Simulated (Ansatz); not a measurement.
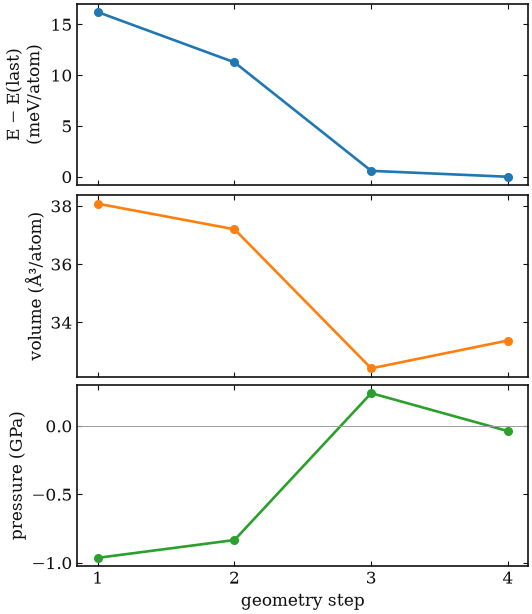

History of a geometry optimisation. Atoms and cell relax. A closing SCF on a freshly chosen basis isn't drawn.

```
crystal:
  lattice:
    - [-2.1193722587, 2.1193722587, 2.1193722587]
    - [2.1193722587, -2.1193722587, 2.1193722587]
    - [2.1193722587, 2.1193722587, -2.1193722587]
  atoms:
    - { symbol: Na, position: [0.0, 0.0, 0.0] }
kpoints:
  mp_grid: { grid: [11, 11, 11] }
scf:
  occupations: { method: fermi_dirac, width: 0.05 }
  convergence: { dr2_threshold: 1.0e-20 }
  max_iter: 100
hamiltonian:
  xc: lda
  pseudopotentials: { kind: paw }
output:
  forces: true
  stress: true
  efg: { contact_densities: true }
relax:
  f_tol: 0.005
  max_steps: 80
  cell: {}
```

Command:
```bash
ansatz run input.yaml --threads 1 --pin off --max-ram 2048MiB --backend cpu --events-out ev --progress --plain --runs-dir out
```

**How did it end, and what did it gain?**

The optimisation met its thresholds at geometry 4, counting the start as the first. The energy fell by about 16 meV/atom from the first step to the last. All forces vanish by symmetry, so only the cell moves.

**What happens to the cell?**

The volume shrinks from 38.1 to 33.4 Å³ per atom (−12 %), overshooting to 32.4 at step 3, as the pressure goes from −0.96 GPa to about 0 GPa. The start was expanded.

**Is anything amiss with this input?**

The input holds an odd setting (a threshold meant to be out of reach), but it does no harm here.
